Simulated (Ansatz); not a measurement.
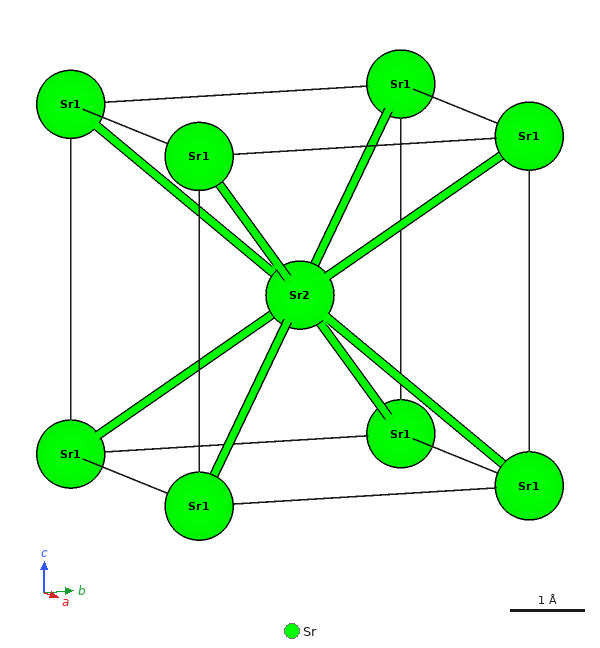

The starting point is solid Sr (set up in Im-3m). A ball-and-stick model of the cell of the calculation, seen slightly off an axis.

Method: DFT r2SCAN, scalar-relativistic, plane waves, PAW in Ansatz. Set-up: plane-wave cutoff 500 eV; k-point mesh 10 × 10 × 10; occupations gaussian; smearing width 0.1 eV; no spin polarisation.

Now this is done to it. Strain along c alone, +4.5 %, is applied. Symmetry leaves the atoms no freedom, so this is a single point.

Input
```yaml
crystal:
  lattice:
    - [4.8096001444, 0.0, 0.0]
    - [0.0, 4.8096001444, 0.0]
    - [0.0, 0.0, 5.0260321509]
  atoms:
    - { symbol: Sr, position: [0.0, 0.0, 0.0] }
    - { symbol: Sr, position: [0.5, 0.5, 0.5] }
basis:
  ecutwfc: 500
kpoints:
  mp_grid: { grid: [10, 10, 10] }
hamiltonian:
  xc: r2scan
scf:
  occupations: { method: gaussian, width: 0.1 }
output:
  forces: true
  stress: true
  eigenvalues: true
```

### What does the calculation give for the changed structure?

It costs 2.7 meV per atom. Pressure: 0.0 GPa before, −0.4 GPa after. All forces vanish by symmetry. Near-neighbour distances before and after: Sr–Sr 4.165 → 4.229 Å. The space group (tolerance 0.01 Å) goes from Im-3m (No. 229) to I4/mmm (No. 139).

The changed structure in the same view:

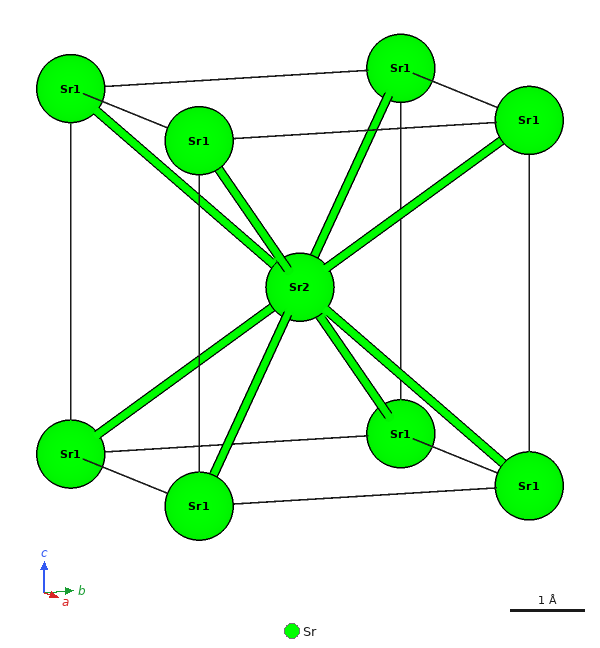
